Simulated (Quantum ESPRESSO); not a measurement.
Single-point calculation, with input and output: Pb (part 2 of 2)

Continued. System: Pb (C2/m, 2 atoms in the cell). Method: Kohn-Sham DFT of a periodic cell, r2SCAN, SG15 PBE 1.2, no spin polarisation (Quantum ESPRESSO 7.5); cutoff 761.92 eV, 5×5×3 k-mesh, fermi-dirac of 0.05 eV. The structure derives from a Materials Project entry.

Geometry of the input (Å; fractional positions):
```
3.0386  -1.7503  0.0000
3.0386  1.7503  0.0000
-2.1155  0.0000  6.0952
Pb 0.9085  0.9085  0.7263
Pb 0.0915  0.0915  0.2737
```

Log, continued
```
    -6.0388  -5.9291  -5.8901  -5.8289  -5.8051  -5.7225  -5.6173  -5.5848
    -5.5646  -5.5448   2.0044   2.5210   7.8185   9.8970  12.3601  13.7256
    14.0037  16.1281  17.1843  18.4209  20.1517

          k = 0.2308 0.4007-0.1117 (  3105 PWs)   bands (ev):

    -6.0417  -5.9039  -5.8842  -5.8371  -5.8251  -5.6984  -5.6124  -5.5826
    -5.5781  -5.5669   1.5359   3.2519   8.4017   8.8613  10.8794  13.6360
    15.7922  16.3198  18.2462  19.4876  20.4429

          k = 0.1154-0.2003 0.0401 (  3094 PWs)   bands (ev):

    -5.9606  -5.8996  -5.8747  -5.7943  -5.7803  -5.7615  -5.7032  -5.6922
    -5.6584  -5.6391  -0.4647   2.4177   7.7552  12.5013  14.0784  15.7127
    16.7793  17.5195  19.7339  20.1889  21.6493

          k = 0.1154-0.2003 0.2318 (  3083 PWs)   bands (ev):

    -5.9931  -5.8842  -5.8701  -5.8099  -5.7895  -5.7617  -5.7321  -5.7063
    -5.6077  -5.5932   0.0411   1.2287  10.4279  11.9780  13.5304  14.8991
    15.3422  17.3128  19.5192  19.5917  21.3070

          k = 0.1154-0.2003-0.1517 (  3089 PWs)   bands (ev):

    -6.0020  -5.8662  -5.8392  -5.8182  -5.7879  -5.7554  -5.7229  -5.7148
    -5.6628  -5.5851  -0.2326   1.7522   9.0558  12.5730  13.8725  15.1028
    15.2534  17.8209  19.3031  21.4189  21.8998

          k = 0.2308 0.0000 0.0801 (  3099 PWs)   bands (ev):

    -5.9835  -5.8715  -5.8650  -5.8010  -5.7762  -5.7532  -5.7100  -5.7098
    -5.6932  -5.5984  -0.4161   2.2314   8.0843  12.8409  13.5068  15.3136
    16.8367  17.4926  19.4885  21.0565  22.5242

          k = 0.2308 0.0000 0.2719 (  3086 PWs)   bands (ev):

    -6.0032  -5.8799  -5.8457  -5.8216  -5.7849  -5.7584  -5.7474  -5.7106
    -5.6242  -5.5705   0.1329   1.0735  11.2206  11.6772  13.0845  14.4990
    15.1383  17.8028  19.3444  20.1745  22.2381

          k = 0.2308 0.0000-0.1117 (  3091 PWs)   bands (ev):

    -5.9603  -5.9007  -5.8850  -5.7998  -5.7872  -5.7583  -5.7145  -5.6959
    -5.6354  -5.6219  -0.3503   2.0411   8.4331  12.2100  14.6465  15.7797
    16.1350  16.7433  19.5962  20.0678  20.7655

          k = 0.3462 0.2003 0.1202 (  3090 PWs)   bands (ev):

    -5.9472  -5.9010  -5.8689  -5.8234  -5.7746  -5.7457  -5.7025  -5.6423
    -5.6237  -5.5495   0.9615   2.9864   9.4585   9.9252  11.0466  12.8799
    13.9703  16.4033  18.9439  21.6063  21.8239

          k = 0.3462 0.2003 0.3119 (  3094 PWs)   bands (ev):

    -5.9809  -5.8749  -5.8555  -5.8125  -5.8019  -5.7727  -5.6812  -5.6430
    -5.5880  -5.5616   1.4318   2.1514   9.4821  10.9527  12.0503  12.8868
    13.6291  14.6022  18.4090  19.5960  21.9997

          k = 0.3462 0.2003-0.0716 (  3102 PWs)   bands (ev):

    -5.9447  -5.8981  -5.8696  -5.8150  -5.7752  -5.7427  -5.7104  -5.6448
    -5.6310  -5.5503   0.8608   3.2449   9.0804   9.9971  10.8493  12.9536
    13.8310  17.0186  19.3265  21.6777  22.0739

          k =-0.1154-0.6010-0.0401 (  3100 PWs)   bands (ev):

    -5.9600  -5.8995  -5.8759  -5.8171  -5.7969  -5.6943  -5.6614  -5.6388
    -5.6060  -5.5210   2.4130   3.7335   7.8858   9.0534  11.1140  11.4815
    12.4688  15.4001  18.4189  20.9500  21.9636

          k =-0.1154-0.6010 0.1517 (  3114 PWs)   bands (ev):

    -5.9765  -5.9009  -5.8496  -5.8302  -5.7967  -5.6914  -5.6343  -5.6256
    -5.6185  -5.5448   2.7778   3.1867   8.2544   8.8169  10.3471  12.5058
    13.3617  14.8569  18.3500  19.0884  21.5230

          k =-0.1154-0.6010-0.2318 (  3110 PWs)   bands (ev):

    -5.9719  -5.9047  -5.8414  -5.8212  -5.8065  -5.7056  -5.6470  -5.6318
    -5.6099  -5.5302   2.4963   3.5870   7.8774   9.2599  10.6701  11.5243
    13.0169  15.7227  17.7469  19.7114  22.1187

          k = 0.0000-0.4007 0.0000 (  3090 PWs)   bands (ev):

    -5.9456  -5.8896  -5.8805  -5.7963  -5.7933  -5.7330  -5.7170  -5.6503
    -5.6312  -5.5455   0.8213   3.4110   8.7936  10.3161  10.4893  13.2734
    13.3410  17.6841  19.7801  21.5551  22.5695

          k = 0.0000-0.4007 0.1918 (  3092 PWs)   bands (ev):

    -5.9730  -5.8793  -5.8696  -5.8169  -5.7953  -5.7529  -5.6888  -5.6313
    -5.6171  -5.5500   1.2060   2.5266   9.5106  10.4707  11.4767  12.9539
    14.0274  15.2205  18.3589  20.2662  22.0353

          k = 0.0000-0.4007-0.1918 (  3092 PWs)   bands (ev):

    -5.9730  -5.8793  -5.8696  -5.8169  -5.7953  -5.7529  -5.6888  -5.6313
    -5.6171  -5.5500   1.2060   2.5266   9.5106  10.4707  11.4767  12.9539
    14.0274  15.2205  18.3589  20.2662  22.0353

          k = 0.2308-0.4007 0.0801 (  3101 PWs)   bands (ev):

    -5.9895  -5.9422  -5.9179  -5.8813  -5.7762  -5.6656  -5.6633  -5.5891
    -5.5680  -5.5398   1.4276   3.5370   8.0155   8.8815  10.9782  14.2559
    15.2997  15.7493  17.9944  19.1340  19.8352

          k = 0.2308-0.4007 0.2719 (  3096 PWs)   bands (ev):

    -6.0388  -5.9291  -5.8901  -5.8289  -5.8051  -5.7225  -5.6173  -5.5848
    -5.5646  -5.5448   2.0044   2.5210   7.8185   9.8970  12.3601  13.7256
    14.0037  16.1281  17.1843  18.4209  20.1517

          k = 0.2308-0.4007-0.1117 (  3105 PWs)   bands (ev):

    -6.0417  -5.9039  -5.8842  -5.8371  -5.8251  -5.6984  -5.6124  -5.5826
    -5.5781  -5.5669   1.5359   3.2519   8.4017   8.8613  10.8794  13.6360
    15.7922  16.3198  18.2462  19.4876  20.4429

          k = 0.3462-0.2003 0.1202 (  3090 PWs)   bands (ev):

    -5.9472  -5.9010  -5.8689  -5.8234  -5.7746  -5.7457  -5.7025  -5.6423
    -5.6237  -5.5495   0.9615   2.9864   9.4585   9.9252  11.0466  12.8799
    13.9703  16.4033  18.9439  21.6063  21.8239

          k = 0.3462-0.2003 0.3119 (  3094 PWs)   bands (ev):

    -5.9809  -5.8749  -5.8555  -5.8125  -5.8019  -5.7727  -5.6812  -5.6430
    -5.5880  -5.5616   1.4318   2.1514   9.4821  10.9527  12.0503  12.8868
    13.6291  14.6022  18.4090  19.5960  21.9997

          k = 0.3462-0.2003-0.0716 (  3102 PWs)   bands (ev):

    -5.9447  -5.8981  -5.8696  -5.8150  -5.7752  -5.7427  -5.7104  -5.6448
    -5.6310  -5.5503   0.8608   3.2449   9.0804   9.9971  10.8493  12.9536
    13.8310  17.0186  19.3265  21.6777  22.0740

          k = 0.4616 0.0000 0.1602 (  3098 PWs)   bands (ev):

    -6.0421  -5.9018  -5.8774  -5.8403  -5.8390  -5.6897  -5.6044  -5.5927
    -5.5807  -5.5609   1.6517   2.9793   8.3542   8.9221  11.4917  13.6116
    15.1323  16.4864  18.2746  19.2346  20.6452

          k = 0.4616 0.0000 0.3520 (  3111 PWs)   bands (ev):

    -6.0248  -5.9386  -5.8950  -5.8198  -5.8166  -5.7201  -5.6209  -5.5857
    -5.5647  -5.5424   1.7928   2.7708   7.7691   9.9313  11.7758  13.8764
    14.6177  15.9619  17.0689  18.5977  19.8971

          k = 0.4616 0.0000-0.0316 (  3097 PWs)   bands (ev):

    -5.9934  -5.9399  -5.9022  -5.8790  -5.7826  -5.6836  -5.6509  -5.5861
    -5.5698  -5.5478   1.3500   3.6620   8.0612   8.8320  10.6275  14.1960
    15.4730  16.0331  18.0540  19.2825  20.1978

          k = 0.0000-0.8014 0.0000 (  3110 PWs)   bands (ev):

    -5.9722  -5.8972  -5.8589  -5.8347  -5.7943  -5.6799  -5.6411  -5.6226
    -5.6216  -5.5460   2.8532   3.0722   8.3071   8.6987  10.3358  12.8996
    13.2352  14.8502  18.2993  19.1272  21.0720

          k = 0.0000-0.8014 0.1918 (  3112 PWs)   bands (ev):

    -5.9622  -5.9033  -5.8537  -5.8173  -5.8050  -5.7044  -5.6544  -5.6349
    -5.6085  -5.5277   2.3946   3.7157   7.8438   9.2584  10.8832  11.3585
    12.7497  15.5757  18.0539  20.4561  22.1509

          k = 0.0000-0.8014-0.1918 (  3112 PWs)   bands (ev):

    -5.9622  -5.9033  -5.8537  -5.8173  -5.8050  -5.7044  -5.6544  -5.6349
    -5.6085  -5.5277   2.3946   3.7157   7.8438   9.2584  10.8832  11.3585
    12.7497  15.5757  18.0539  20.4561  22.1508

          k = 0.1154-0.6010 0.0401 (  3100 PWs)   bands (ev):

    -5.9600  -5.8995  -5.8759  -5.8171  -5.7969  -5.6943  -5.6614  -5.6388
    -5.6060  -5.5210   2.4130   3.7336   7.8858   9.0534  11.1140  11.4815
    12.4688  15.4001  18.4189  20.9500  21.9637

          k = 0.1154-0.6010 0.2318 (  3110 PWs)   bands (ev):

    -5.9719  -5.9047  -5.8414  -5.8212  -5.8065  -5.7056  -5.6470  -5.6318
    -5.6099  -5.5302   2.4963   3.5870   7.8774   9.2599  10.6701  11.5243
    13.0169  15.7227  17.7469  19.7114  22.1187

          k = 0.1154-0.6010-0.1517 (  3114 PWs)   bands (ev):

    -5.9765  -5.9009  -5.8496  -5.8302  -5.7967  -5.6914  -5.6343  -5.6256
    -5.6185  -5.5448   2.7778   3.1867   8.2544   8.8169  10.3471  12.5058
    13.3617  14.8569  18.3500  19.0884  21.5230

     the Fermi energy is    10.9389 ev

!    total energy              =    -224.49300228 Ry
     estimated scf accuracy    <          2.8E-10 Ry
     smearing contrib. (-TS)   =      -0.00130790 Ry
     internal energy E=F+TS    =    -224.49169438 Ry

     The total energy is F=E-TS. E is the sum of the following terms:
     one-electron contribution =     -55.78122596 Ry
     hartree contribution      =      43.75618073 Ry
     xc contribution           =     -26.77281038 Ry
     ewald contribution        =    -185.69383877 Ry

     convergence has been achieved in  11 iterations

     Forces acting on atoms (cartesian axes, Ry/au):

     atom    1 type  1   force =     0.00119530    0.00000254   -0.00242882
     atom    2 type  1   force =    -0.00119530   -0.00000254    0.00242882

     Total force =     0.003828     Total SCF correction =     0.000078

     Computing stress (Cartesian axis) and pressure

          total   stress  (Ry/bohr**3)                   (kbar)     P=      -14.17
  -0.00016147  -0.00000000  -0.00001821          -23.75       -0.00       -2.68
  -0.00000000  -0.00002260   0.00000000           -0.00       -3.32        0.00
  -0.00001821   0.00000000  -0.00010488           -2.68        0.00      -15.43

=------------------------------------------------------------------------------=
   JOB DONE.
=------------------------------------------------------------------------------=
```

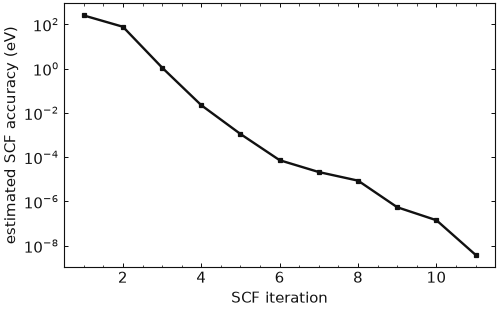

Fig. 1: Convergence of the self-consistent field: estimated SCF accuracy against the iteration. The field takes 11 iterations in all.

Key numbers

| quantity | value |
| --- | --- |
| outcome | converged |
| space group (tolerance 0.01 Å) | C2/m (12) |
| electrons treated | 28 |
| free energy | −3054.3829 eV |
| Fermi energy | 10.939 eV |
| gap on the k-point mesh | none (metallic) |
| pressure | −1.42 GPa |
| largest force (length of the vector) | 0.070 eV/Å |
| wall time | 55 s (CPU time 1.8 min) |
| peak memory | 0.22 GiB |

Notes

Further notes kept with the run: potentials made for another functional. Points of doubt noted for this run: coarse mesh; potentials made for another functional. Spin–orbit coupling is left out, which matters for Pb.
